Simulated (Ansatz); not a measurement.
**What a change does: single-point calculation on Si**

System: Si (1 atom in the cell).
Method of the first run: DFT, RPBE, plane waves (420 eV) with PAW, scalar-relativistic, no spin polarisation (Ansatz 0.2.0).

Text and figures count atoms from 1; the logs count them from 0 in places.

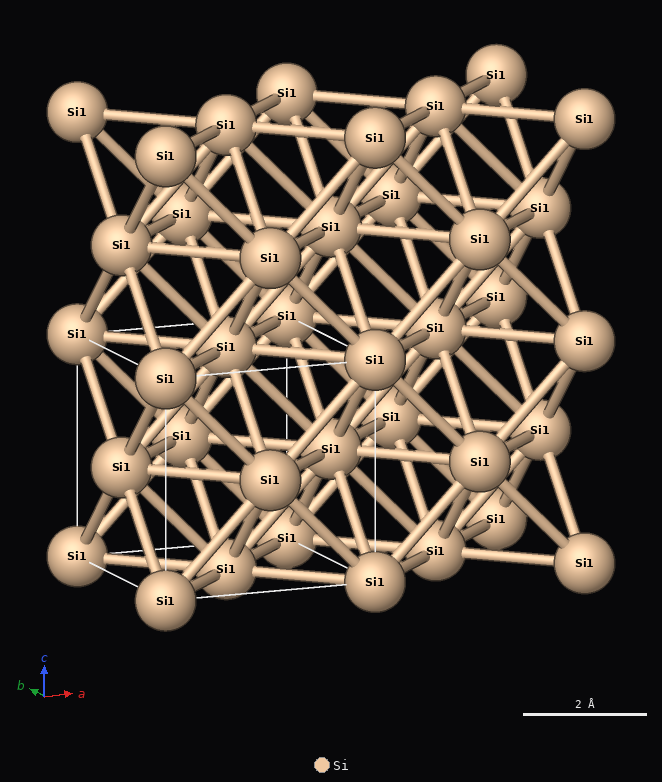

**Figure 1.** The input geometry (ball-and-stick view of the cell 4 times as large as that of the calculation, set on its symmetry axes, repeated 2 × 1 × 2, seen slightly off an axis; atoms are numbered from 1 in the order of the input). Near neighbours in the crystal (not all of them lie inside the picture): Si has 12 Si at 2.63 Å.

## The input, the first run
```yaml
crystal:
  lattice:
    - [0.0, 1.8598205047, 1.8598205047]
    - [1.8598205047, 0.0, 1.8598205047]
    - [1.8598205047, 1.8598205047, 0.0]
  atoms:
    - { symbol: Si, position: [0.0, 0.0, 0.0] }
hamiltonian:
  xc: rpbe
  pseudopotentials:
    kind: paw
    azcp:
      Si: "pseudopotentials/Si.paw.azcp"
basis:
  ecutwfc: 420
  fft_grid_basis: typed
kpoints:
  mp_grid: { grid: [16, 16, 16], shift: [0, 0, 0] }
magnetization:
  spin_polarized: false
scf:
  occupations: { method: fermi_dirac, width: 0.1 }
  lower_state_search: "off"
output:
  stress: true
  write_density: true
  write_potential: true
  elf: true
  volumetric_format: npy
```

Hardware: 2 threads of an Arm (aarch64) CPU, shared host.

## Output, shortened to warnings, some set-up lines, iterations and results (the first run)
```
Basis set: ecut = 420 eV, 259 PW (Γ)
Symmetry: 48 space group operations
k-points: 145 of 4096
Initial density: superposition of atomic densities (neutral atoms: chi_scale 0, normalization atom), corrected by the library's trained network
[...]
SCF iter   1: F=—  HF=-638.268669 eV  |F-HF|=—  |Δ(HF+E_count)|=         —  Δρ=5.20e-3  dr2=2.86e-3  ethr=1.77e-3  ⟨swp⟩=4.9  Hψ=8083  notcnv=0
SCF iter   2: F=—  HF=-638.267976 eV  |F-HF|=—  |Δ(HF+E_count)|=   6.93e-4  Δρ=2.37e-3  dr2=5.72e-4  ethr=7.16e-5  ⟨swp⟩=1.0  Hψ=2031  notcnv=0
SCF iter   3: F=—  HF=-638.267837 eV  |F-HF|=—  |Δ(HF+E_count)|=   1.39e-4  Δρ=9.29e-5  dr2=6.81e-7  ethr=1.43e-5  ⟨swp⟩=2.0  Hψ=1124  notcnv=0
SCF iter   4: F=—  HF=-638.267838 eV  |F-HF|=—  |Δ(HF+E_count)|=   7.37e-7  Δρ=1.84e-5  dr2=3.83e-8  ethr=1.70e-8  ⟨swp⟩=2.0  Hψ=1139  notcnv=0
SCF iter   5: F=-638.267838 eV  HF=-638.267838 eV  |F-HF|=5.00e-12  |Δ(HF+E_count)|=   1.20e-8  Δρ=2.76e-6  dr2=6.00e-10  ethr=9.57e-10  ⟨swp⟩=2.0  Hψ=1117  notcnv=0
SCF iter   6: F=-638.267838 eV  HF=-638.267838 eV  |F-HF|=3.41e-13  |Δ(HF+E_count)|=  8.41e-12  Δρ=1.08e-7  dr2=1.20e-12  ethr=1.50e-11  ⟨swp⟩=4.5  Hψ=3335  notcnv=0
SCF 1 converged in 6 iterations: F = -638.267838 eV  dr2 = 1.20e-12
SCF converged after 6 iterations
Free energy (F): -638.267838 eV
Harris-Foulkes:  -638.267838 eV  (|F-HF|=3.41e-13)
Internal energy: -638.253024 eV  (E = F + TS)
E sigma→0 (E₀):  -638.260431 eV
Entropy (-TS):   -0.014814 eV (-14.814 meV/atom)
Fermi energy:    12.566949 eV
--- Per-component energies (eV) ---
  E_band       = 25.509842
  E_kinetic    = 43.590993
  E_local      = 7.383277  (includes V_loc(G=0)·N_el)
  E_nonlocal   = 24.833833
  E_hartree    = 0.261305
  E_xc         = -57.086119
  E_vxc        = -49.083191  (∫ρ·V_xc dr)
  E_paw        = -515.219305  (= ΣΔE_a)
  E_vpaw       = -1.737688  (= ΣTr[D̂ρ^β])
  E_aug_tail   = 0.000007  (compensation charges beyond the density's cutoff)
  E_ewald      = -141.993033
  E_core_change = -0.023983  (= ΣΔE_core)
  E_smearing   = -0.014814  (= −TS)
  E_closure    = 0.000000  (closes the sum)
  Σ components = -638.267838   (vs F -638.267838, Δ=0.00e0)
--- Stress (GPa, compression-positive) ---
       14.204953      -0.000000       0.000000
       -0.000000      14.204953      -0.000000
        0.000000      -0.000000      14.204953
  P = ⅓ Tr σ = 14.2050 GPa (142.050 kbar)
```

The input of the second run differs as follows (lines with − go, lines with + come):
```diff
-    - [0.0, 1.8598205047, 1.8598205047]
-    - [1.8598205047, 0.0, 1.8598205047]
-    - [1.8598205047, 1.8598205047, 0.0]
+    - [0.0, 1.8875831128, 1.8875831128]
+    - [1.8875831128, 0.0, 1.8875831128]
+    - [1.8875831128, 1.8875831128, 0.0]
```

What does this change do to the results?

With the same functional and potentials, the second run lies 41.3 meV per atom lower. The pressure goes from 14.20 to 8.61 GPa. The volume per atom goes from 12.87 to 13.45 Å³. The cell is scaled evenly with the atoms at fixed fractional positions, so −ΔP/Δ ln V estimates the bulk modulus midway between the two volumes: about 130 GPa. The number of SCF iterations is the same.

## Output, shortened to warnings, some set-up lines, iterations and results (the second run)
```
Basis set: ecut = 420 eV, 259 PW (Γ)
Symmetry: 48 space group operations
k-points: 145 of 4096
Initial density: superposition of atomic densities (neutral atoms: chi_scale 0, normalization atom), corrected by the library's trained network
[...]
SCF iter   1: F=—  HF=-638.309784 eV  |F-HF|=—  |Δ(HF+E_count)|=         —  Δρ=4.37e-3  dr2=2.17e-3  ethr=1.77e-3  ⟨swp⟩=4.9  Hψ=8084  notcnv=0
SCF iter   2: F=—  HF=-638.309262 eV  |F-HF|=—  |Δ(HF+E_count)|=   5.22e-4  Δρ=1.99e-3  dr2=4.35e-4  ethr=5.42e-5  ⟨swp⟩=1.0  Hψ=2034  notcnv=0
SCF iter   3: F=—  HF=-638.309161 eV  |F-HF|=—  |Δ(HF+E_count)|=   1.01e-4  Δρ=8.62e-5  dr2=7.07e-7  ethr=1.09e-5  ⟨swp⟩=2.0  Hψ=1126  notcnv=0
SCF iter   4: F=—  HF=-638.309161 eV  |F-HF|=—  |Δ(HF+E_count)|=   6.02e-7  Δρ=1.93e-5  dr2=4.34e-8  ethr=1.77e-8  ⟨swp⟩=2.0  Hψ=1148  notcnv=0
SCF iter   5: F=-638.309161 eV  HF=-638.309161 eV  |F-HF|=3.89e-10  |Δ(HF+E_count)|=   1.06e-8  Δρ=3.80e-6  dr2=1.60e-9  ethr=1.08e-9  ⟨swp⟩=1.4  Hψ=933  notcnv=0
SCF iter   6: F=-638.309161 eV  HF=-638.309161 eV  |F-HF|=2.16e-12  |Δ(HF+E_count)|=  3.13e-10  Δρ=2.50e-7  dr2=7.27e-12  ethr=3.99e-11  ⟨swp⟩=4.3  Hψ=3346  notcnv=0
SCF 1 converged in 6 iterations: F = -638.309161 eV  dr2 = 7.27e-12
SCF converged after 6 iterations
Free energy (F): -638.309161 eV
Harris-Foulkes:  -638.309161 eV  (|F-HF|=2.16e-12)
Internal energy: -638.294436 eV  (E = F + TS)
E sigma→0 (E₀):  -638.301798 eV
Entropy (-TS):   -0.014725 eV (-14.725 meV/atom)
Fermi energy:    11.900050 eV
--- Per-component energies (eV) ---
  E_band       = 23.555425
  E_kinetic    = 42.519139
  E_local      = 5.859511  (includes V_loc(G=0)·N_el)
  E_nonlocal   = 24.783961
  E_hartree    = 0.303441
  E_xc         = -56.692336
  E_vxc        = -48.548746  (∫ρ·V_xc dr)
  E_paw        = -515.139578  (= ΣΔE_a)
  E_vpaw       = -1.665331  (= ΣTr[D̂ρ^β])
  E_aug_tail   = 0.000007  (compensation charges beyond the density's cutoff)
  E_ewald      = -139.904596
  E_core_change = -0.023983  (= ΣΔE_core)
  E_smearing   = -0.014725  (= −TS)
  E_closure    = 0.000000  (closes the sum)
  Σ components = -638.309161   (vs F -638.309161, Δ=0.00e0)
--- Stress (GPa, compression-positive) ---
        8.614821       0.000000      -0.000000
       -0.000000       8.614821       0.000000
       -0.000000       0.000000       8.614821
  P = ⅓ Tr σ = 8.6148 GPa (86.148 kbar)
```

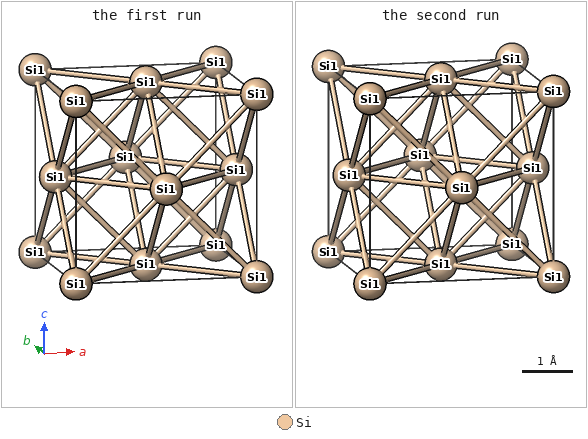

**Figure 2.** The two input geometries at one scale (ball-and-stick view of the cell 4 times as large as that of the calculation, set on its symmetry axes, seen slightly off an axis). No atom moves by more than 0.005 Å relative to the cell. The drawn cell changes as follows: a = b = c 3.720 → 3.775 Å (+1.5 %); the volume changes by +4.5 %. Among the contacts that change: Si1–Si1 2.630 → 2.669 Å.

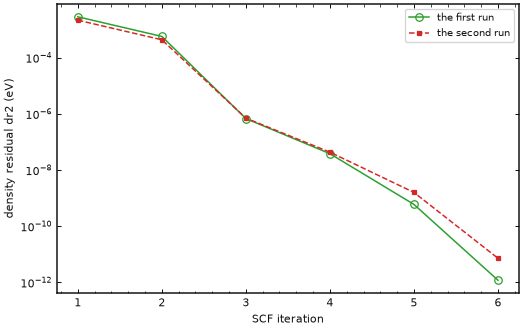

**Figure 3.** Convergence of the two runs: density residual dr2 against the SCF iteration. The first run takes 6 iterations in all, and the second run takes 6.

## The two runs side by side

| quantity | the first run | the second run |
| --- | --- | --- |
| outcome | converged | converged |
| free energy per atom (eV) | −638.2678 | −638.3092 |
| energy per atom, smearing taken to zero (eV) | −638.2604 | −638.3018 |
| pressure (GPa) | 14.20 | 8.61 |
| volume per atom (Å³) | 12.87 | 13.45 |
| SCF iterations | 6 | 6 |
| irreducible k-points | 145 | 145 |
| plane waves at Γ | 259 | 259 |
| wall time (shared host) | 0.69 s | 0.68 s |

For the first run: The cell is under a pressure of 14.2 GPa at this level, so it is not at its equilibrium volume. For the second run: The cell is under a pressure of 8.6 GPa at this level, so it is not at its equilibrium volume.
